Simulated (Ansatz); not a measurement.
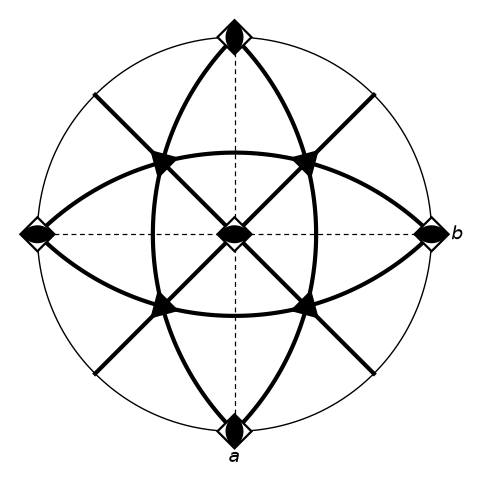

Stereographic projection: heavy lines are mirror planes (a heavy rim: a mirror in the plane of the page); lens, triangle, square and hexagon are 2-, 3-, 4- and 6-fold axes, a lens in an open square is −4, a triangle in an open hexagon −6; thin dashed diameters join the ends of axes that lie in the page; a small open circle marks inversion. The c axis points at the viewer. Computed from the symmetry operations of a computed or model structure of composition ZnSe.

> Identify the point group and its elements.

-43m (Td), order 24, cubic system: three −4 axes, four threefold axes, six mirror planes.

> Which physical properties does it allow?

It is not centrosymmetric; not polar, but piezoelectricity is allowed; it is not chiral.
